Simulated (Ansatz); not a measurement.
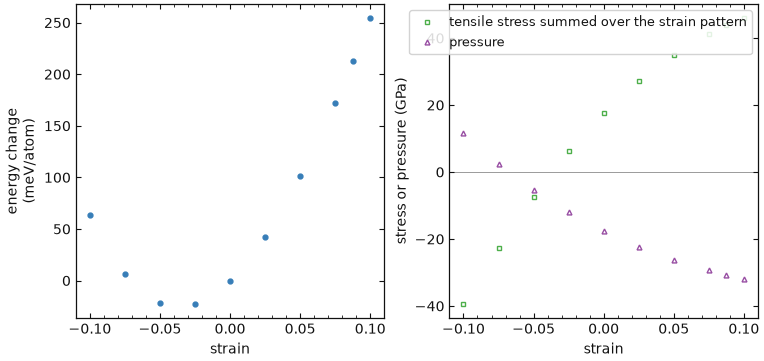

The picture above shows the energy change, tensile stress summed over the strain pattern and pressure against strain for Cr, space group Im-3m (No. 229).

Structure:
```xyz
1
Lattice="-1.4420 1.4420 1.4420 1.4420 -1.4420 1.4420 1.4420 1.4420 -1.4420" Properties=species:S:1:pos:R:3 pbc="T T T"
Cr    0.0000    0.0000    0.0000
```

Calculation (Ansatz 0.2.0): homogeneous strain of a crystal along one Voigt pattern with engineering shear, fractional coordinates fixed, by plane-wave density functional theory with PAW datasets, free energies less that of the undisturbed cell, pressure positive in compression; scalar-relativistic. Level: PBEsol, no spin polarisation.

- wave cutoff: 420 eV
- k mesh: 24×24×24
- occupations: Gaussian
- smearing width: 0.15 eV
- k shift: (0, 0, 0) (mesh steps)
- start: as given
- strain pattern: (1, 0, 0, 0, 0, 0) (xx yy zz yz xz xy with engineering shear)

### Is the starting structure at a minimum along this coordinate?

No: the energy falls towards negative values, so the start isn't a stationary minimum along this path.

### Where is the energy change lowest, and are there other minima?

The lowest computed point is at strain −0.0250 (−23 meV/atom), and no other minimum shows.

### Read off the course of the tensile stress summed over the strain pattern.

It rises from −39.4 GPa at strain −0.1000 to 46.0 GPa at 0.1000, and changes sign near −0.036.

Limits of the calculation: no spin polarisation, a magnetic state may lie lower; reference crystal is not relaxed.
